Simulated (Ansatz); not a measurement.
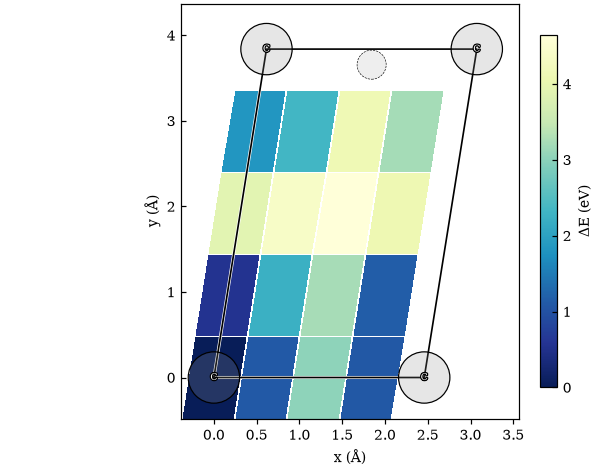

Energy landscape of H on a C(111) slab cut from the Fmmm phase, its upper half relaxed before the scan (12 atoms of substrate and one adsorbate in a 2 × 1 cell). H is moved over the surface cell; relaxed at each place: the height of the adsorbate's atoms; substrate rigid; the origin of the map has the adsorbate above C11. Places are given modulo a cell vector. The map is drawn in real space over the plane of the surface. The scan uses a 4 × 4 grid. Places are given in fractions of the 1 × 1 surface cell. Energies: eV, counted from the lowest grid point. Energies and slopes of some neighbouring points disagree (a jump in structure or state, or too coarse a mesh). The magnetic moment jumps between some neighbouring points. Method: Ansatz 0.2.0, DFT PBEsol, scalar-relativistic, plane waves, PAW. Settings: cutoff 420 eV, k-mesh 6×7×1, gaussian smearing 0.05 eV, spin-polarised.

In the figure: one coloured cell a grid point, labelled circles for the atoms of the top layer and small ones for the second layer, the outline of one cell of the plane. 

**Summarise what can be read from the map.**

The lowest grid point is at the top site over a surface C atom, (0/4, 0/4) of the cell vectors. The highest grid point, the trough between two rows of top atoms, (2/4, 2/4) of the cell vectors, lies 4.65 eV above the lowest. At the lowest point the adsorbate has 1 C at 1.10 Å as nearest neighbours, at the highest 3 C at 2.27 Å. Its relaxed height above the top atom is 1.10 Å at the lowest and 0.81 Å at the highest point.

Grid values (eV):

```
second ↓, first →   0/4   1/4   2/4   3/4
              3/4  1.82  2.34  4.11  3.20
              2/4  3.90  4.38  4.65  4.10
              1/4  0.56  2.22  3.22  1.15
              0/4  0.00  1.09  3.03  1.09
```

The input of one point:

```yaml
crystal:
  lattice:
    - [4.9173188109, 0.0, 0.0]
    - [0.6146780514, 3.8391258797, 0.0]
    - [0.0, 0.0, 20.2108743161]
  atoms:
    - { symbol: C, position: [0.3590054871, 0.1281660241, 0.1979132588] }
    - { symbol: C, position: [0.8590054871, 0.1281660241, 0.1979132588] }
    - { symbol: C, position: [0.1025532572, 0.1794433159, 0.2316595767] }
    - { symbol: C, position: [0.6025532572, 0.1794433159, 0.2316595767] }
    - { symbol: C, position: [0.0897848593, 0.2819706941, 0.2991343083] }
    - { symbol: C, position: [0.5897848593, 0.2819706941, 0.2991343083] }
    - { symbol: C, position: [0.3334002075, 0.3331078549, 0.3318096857] }
    - { symbol: C, position: [0.8334002075, 0.3331078549, 0.3318096857] }
    - { symbol: C, position: [0.3193211503, 0.4460785665, 0.4022878746] }
    - { symbol: C, position: [0.8193211503, 0.4460785665, 0.4022878746] }
    - { symbol: C, position: [0.0634071465, 0.4935789343, 0.4309993808] }
    - { symbol: C, position: [0.5634071465, 0.4935789343, 0.4309993808] }
    - { symbol: H, position: [0.0634071465, 0.4935789343, 0.4844359607], spin: 1.0 }
basis:
  ecutwfc: 420
kpoints:
  mp_grid: { grid: [6, 7, 1] }
hamiltonian:
  xc: pbesol
  pseudopotentials: { kind: paw, azcp: { folder: soft_1 } }
scf:
  occupations: { method: gaussian, width: 0.05 }
output:
  forces: true
  eigenvalues: true
  populations: true
magnetization:
  spin_polarized: true
relax:
  adjacent_minimum: "off"
  f_tol: 0.025
  max_steps: 16
  constraints:
    - { sites: [0, 1, 2, 3, 4, 5, 6, 7, 8, 9, 10, 11] }
    - { sites: [12], fix: xy }
efield:
  axis: 3
  dipole_correction: true
  ramp_width: 0.04
```

Each point was launched as `ansatz run input.yaml --threads 2 --pin off --max-ram 6144MiB --backend cpu --events-out ev --progress --plain --runs-dir out`. Time for the 16 points that were run: 39 min on 2 threads of Intel(R) Xeon(R) 6975P-C (Granite Rapids), on a shared host.
